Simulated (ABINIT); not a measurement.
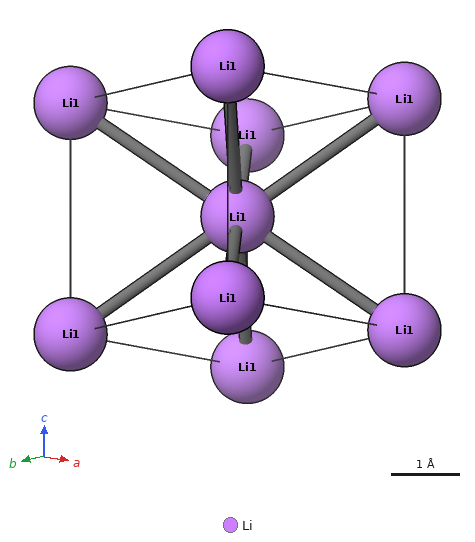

The input geometry (ball-and-stick view of the cell 2 times as large as that of the calculation, set on its symmetry axes, seen at an oblique angle; atoms are numbered from 1 in the order of the input). An atom can appear more than once, as a periodic image.

# Li: optical-spectrum calculation (part 1 of 2)

The run: optical-spectrum calculation of Li (1 atom in the cell). Method and program: Kohn-Sham DFT of a periodic cell, LDA, PseudoDojo NC SR LDA v0.4.1 standard, no spin polarisation (ABINIT 10.8.3).

The structure derives from an entry of the Crystallography Open Database.

## The input
```
# Datasets
ndtset 3

# Pseudopotentials
pp_dirpath "./"
pseudos "Li.upf"

# Structure
acell 5.7431478281 5.7431478281 5.7431478281
rprim
    -0.5773502692     0.5773502692     0.5773502692
     0.5773502692    -0.5773502692     0.5773502692
     0.5773502692     0.5773502692    -0.5773502692
ntypat 1
znucl 3
natom 1
typat 1
xred
            0.0            0.0            0.0

# Plane-wave basis
ecut 30.0

# k points
ngkpt 14 14 14
nshiftk 2
shiftk
     0.2500000000     0.2500000000     0.2500000000
    -0.2500000000    -0.2500000000    -0.2500000000
istwfk *1

# Exchange and correlation
ixc 7

# Bands and occupations
occopt 3
tsmear 0.136 eV

# SCF cycle
nstep 80

# Output
iomode 3
prteig 0
prtebands 0

# Dataset 1: ground state
nband1 6
tolvrs1 1.0e-12
prtden1 1
prtwf1 0
kptopt1 1

# Dataset 2: empty bands at fixed density
iscf2 -3
getden2 1
nband2 18
nbdbuf2 4
tolwfr2 1.0e-12
nstep2 120
prtden2 0
kptopt2 1

# Dataset 3: wave functions and velocity matrix elements in the full zone
optdriver3 8
wfk_task3 "wfk_optics_fullbz"
getwfk3 2
nband3 14
kptopt3 1
prtevk3 1
inclvkb3 2
```

## File optic.abi
```
&FILES
 ddkfile_1 = 'runo_DS3_1_EVK.nc',
 ddkfile_2 = 'runo_DS3_2_EVK.nc',
 ddkfile_3 = 'runo_DS3_3_EVK.nc',
 wfkfile = 'runo_DS3_WFK.nc'
/
&PARAMETERS
 broadening = 0.005512,
 domega = 0.002,
 maxomega = 0.8,
 scissor = 0.000000,
 tolerance = 0.002
/
&COMPUTATIONS
 num_lin_comp = 1,
 lin_comp = 11,
 num_nonlin_comp = 0
/
```

Machine: 1 thread of Intel Xeon (Sapphire Rapids), 32 GiB of memory available, shared host.

Launch command:
```bash
abinit run.abi > log 2>&1
optic optic.abi > optic.log 2>&1
```

## Output
```
.Version 10.8.3 of ABINIT
 DATASET    1 : space group Im -3 m (#229); Bravais cI (body-center cubic)
================================================================================
 Values of the parameters that define the memory need for DATASET  1.
     intxc =       0    ionmov =       0      iscf =       7    lmnmax =       4
     lnmax =       4     mgfft =      30  mpssoang =       2    mqgrid =    3001
     natom =       1  nloc_mem =       1    nspden =       1   nspinor =       1
    nsppol =       1      nsym =      48    n1xccc =       0    ntypat =       1
    occopt =       3   xclevel =       1
       mpw =        1165          nfft =       27000          nkpt =         168
================================================================================
================================================================================

 DATASET    2 : space group Im -3 m (#229); Bravais cI (body-center cubic)
================================================================================
 Values of the parameters that define the memory need for DATASET  2.
     intxc =       0    ionmov =       0      iscf =      -3    lmnmax =       4
     lnmax =       4     mgfft =      30  mpssoang =       2    mqgrid =    3001
     natom =       1  nloc_mem =       1    nspden =       1   nspinor =       1
    nsppol =       1      nsym =      48    n1xccc =       0    ntypat =       1
    occopt =       3   xclevel =       1
       mpw =        1165          nfft =       27000          nkpt =         168
================================================================================
================================================================================

 DATASET    3 : space group Im -3 m (#229); Bravais cI (body-center cubic)
================================================================================
 Values of the parameters that define the memory need for DATASET  3.
     intxc =       0    ionmov =       0      iscf =       7    lmnmax =       4
     lnmax =       4     mgfft =      30  mpssoang =       2    mqgrid =    3001
     natom =       1  nloc_mem =       1    nspden =       1   nspinor =       1
    nsppol =       1      nsym =      48    n1xccc =       0    ntypat =       1
    occopt =       3   xclevel =       1
       mpw =        1165          nfft =       27000          nkpt =         168
================================================================================
================================================================================

--------------------------------------------------------------------------------
------------- Echo of variables that govern the present computation ------------
--------------------------------------------------------------------------------
 -outvars: echo values of preprocessed input variables --------
            acell      5.7431478281E+00  5.7431478281E+00  5.7431478281E+00 Bohr
              amu      6.94100000E+00
             ecut      3.00000000E+01 Hartree
           getden1          0
           getden2          1
           getden3          0
           getwfk1          0
           getwfk2          0
           getwfk3          2
             iscf1          7
             iscf2         -3
             iscf3          7
              ixc           7
           jdtset        1    2    3
                       outvar_i_n : Printing only first  50 k-points.
         kptrlatt       14    0   14      0   14   14    -14  -14    0
          kptrlen      9.28426224E+01
            natom           1
            nband1          6
            nband2         18
            nband3         14
           nbdbuf1          0
           nbdbuf2          4
           nbdbuf3          0
           ndtset           3
            ngfft          30      30      30
             nkpt         168
            nstep1         80
            nstep2        120
            nstep3         80
             nsym          48
           ntypat           1
                       prtocc : prtvol=0, do not print more k-points.
                       prtocc : prtvol=0, do not print more k-points.
                       prtocc : prtvol=0, do not print more k-points.
           occopt           3
        optdriver1          0
        optdriver2          0
        optdriver3          8
           prtden1          1
           prtden2          0
           prtden3          1
        prtebands           0
           prteig           0
           prtevk1          0
           prtevk2          0
           prtevk3          1
            prtwf1          0
            prtwf2          1
            prtwf3          1
            rprim     -5.7735026920E-01  5.7735026920E-01  5.7735026920E-01
                       5.7735026920E-01 -5.7735026920E-01  5.7735026920E-01
                       5.7735026920E-01  5.7735026920E-01 -5.7735026920E-01
           shiftk      5.00000000E-01  5.00000000E-01 -5.00000000E-01
          spgroup         229
           tolvrs1     1.00000000E-12
           tolvrs2     0.00000000E+00
           tolvrs3     0.00000000E+00
           tolwfr1     0.00000000E+00
           tolwfr2     1.00000000E-12
           tolwfr3     0.00000000E+00
           tsmear      4.99790782E-03 Hartree
            typat      1
         wfk_task1          0
         wfk_task2          0
         wfk_task3          7
                       outvars : Printing only first  50 k-points.
            znucl        3.00000

================================================================================

 chkinp: Checking input parameters for consistency, jdtset=   1.

 chkinp: Checking input parameters for consistency, jdtset=   2.

 chkinp: Checking input parameters for consistency, jdtset=   3.

================================================================================
== DATASET  1 ==================================================================

--- !DatasetInfo
iteration_state: {dtset: 1, }
dimensions: {natom: 1, nkpt: 168, mband: 6, nsppol: 1, nspinor: 1, nspden: 1, mpw: 1165, }
cutoff_energies: {ecut:  30.0, pawecutdg:  -1.0, }
electrons: {nelect:   3.00000000E+00, charge:   0.00000000E+00, occopt:   3.00000000E+00, tsmear:   4.99790782E-03, }
meta: {optdriver: 0, ionmov: 0, optcell: 0, iscf: 7, paral_kgb: 0, }
...

 Exchange-correlation functional for the present dataset will be:
  LDA: Perdew-Wang 92 LSD fit to Ceperley-Alder data - ixc=7
  J.P.Perdew and Y.Wang, PRB 45, 13244 (1992)

 Real(R)+Recip(G) space primitive vectors, cartesian coordinates (Bohr,Bohr^-1):
 R(1)= -3.3158079  3.3158079  3.3158079  G(1)=  0.0000000  0.1507928  0.1507928
 R(2)=  3.3158079 -3.3158079  3.3158079  G(2)=  0.1507928  0.0000000  0.1507928
 R(3)=  3.3158079  3.3158079 -3.3158079  G(3)=  0.1507928  0.1507928  0.0000000
 Unit cell volume ucvol=  1.4582369E+02 bohr^3
 Angles (23,13,12)=  1.09471221E+02  1.09471221E+02  1.09471221E+02 degrees

 getcut: wavevector=  0.0000  0.0000  0.0000  ngfft=  30  30  30
         ecut(hartree)=     30.000   => boxcut(ratio)=   2.11858

--- Pseudopotential description ------------------------------------------------
- pspini: atom type   1  psp file is ./Li.upf
   3.00000   3.00000  180309                  znucl, zion, pspdat
12 -1012 1 -1 1944                            pspcod,pspxc,lmax,lloc,mmax
     nproj     2     2

   7.84245757E+00                                ecore*ucvol(ha*bohr**3)
--------------------------------------------------------------------------------

================================================================================

--- !BeginCycle
iteration_state: {dtset: 1, }
solver: {iscf: 7, nstep: 80, nline: 4, wfoptalg: 0, }
tolerances: {tolvrs: 1.00E-12, }
...

     iter   Etot(hartree)      deltaE(h)  residm     vres2
 ETOT  1  -7.1140553897784    -7.114E+00 2.408E-02 9.904E-02
 ETOT  2  -7.1154928197252    -1.437E-03 1.519E-03 6.384E-04
 ETOT  3  -7.1154928871527    -6.743E-08 4.196E-04 4.106E-05
 ETOT  4  -7.1154928901269    -2.974E-09 2.765E-04 7.062E-07
 ETOT  5  -7.1154928901519    -2.497E-11 9.642E-05 9.422E-09
 ETOT  6  -7.1154928901522    -3.064E-13 2.211E-04 2.220E-10
 ETOT  7  -7.1154928901522     1.243E-14 5.161E-05 1.556E-12
 ETOT  8  -7.1154928901524    -1.785E-13 1.054E-04 1.245E-15

 At SCF step    8       vres2   =  1.24E-15 < tolvrs=  1.00E-12 =>converged.

 Cartesian components of stress tensor (hartree/bohr^3)
  sigma(1 1)=  9.01261389E-05  sigma(3 2)=  0.00000000E+00
  sigma(2 2)=  9.01261389E-05  sigma(3 1)=  0.00000000E+00
  sigma(3 3)=  9.01261389E-05  sigma(2 1)=  0.00000000E+00
```
